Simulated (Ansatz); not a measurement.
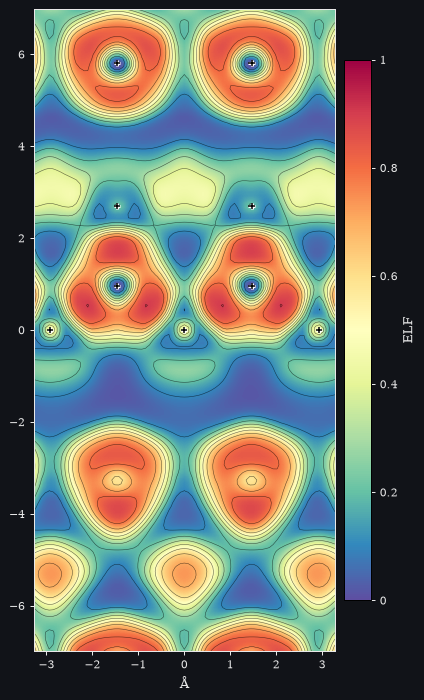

The electron localisation function on a plane through atoms (crosses mark nuclei in the plane).

Computed with Ansatz 0.2.0, DFT PBE, scalar-relativistic, plane waves, PAW.

Candidates:
A. Si3N4, a = 7.66 Å, b = 7.66 Å, c = 2.93 Å, α = 90.00°, β = 90.00°, γ = 120.00°. Space group P6₃/m.
B. Si, a = 7.74 Å, b = 7.74 Å, c = 7.74 Å, α = 60.00°, β = 60.00°, γ = 60.00°. Space group Fd-3m.

Question: Which candidate gave the map?

Answer: Candidate A: Si3N4 on the (110) plane of the conventional cell, which holds Si and N. Si–N (1.75 Å): the ELF peaks at about 0.90 between the atoms (a polar covalent bond).
